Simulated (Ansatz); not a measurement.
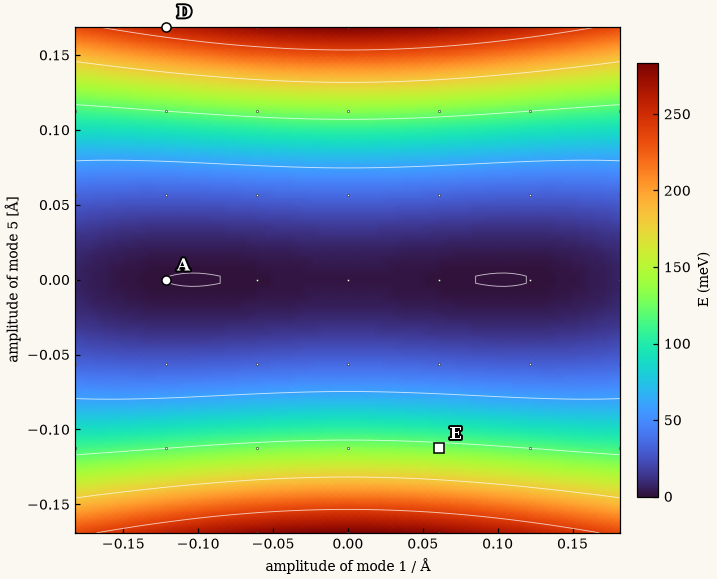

Ni (Im-3m, No. 229; 2 atoms in the cell). The energy is mapped over two normal modes frozen in (zone-centre modes of the 2-atom cell of this scan, which folds in the wave vector (0, 0, 1/2) of the primitive cell). First axis: amplitude of mode 1 (48i cm⁻¹), largest displacement. Second axis: amplitude of mode 5 (221 cm⁻¹), largest displacement. Nothing is relaxed (the cell and all other modes fixed). The grid has 7 × 7 points; 16 points were computed and 33 follow by symmetry. Points are written as (first, second). Energies: meV per cell, counted from the lowest grid point. The runs have no spin polarisation; a magnetic state may lie lower. These are results of DFT LDA, scalar-relativistic, plane waves, PAW (Ansatz), not measurements. Settings: cutoff 520 eV, k-mesh 20×20×12 in the order of the run's cell vectors, gaussian smearing 0.15 eV, no spin polarisation.

The picture shows a smooth colour map with a few white contour lines, dots at the grid points, lettered points. Between grid points the surface is interpolated.

**Is A the lowest point of the computed grid?**

Yes. A, at (−0.121 Å, 0.000 Å), has the lowest energy of the grid.

**Rank the lettered points by energy, lowest first.**

A (0 meV), E (129 meV), D (258 meV).

PAW datasets: the set soft_1.
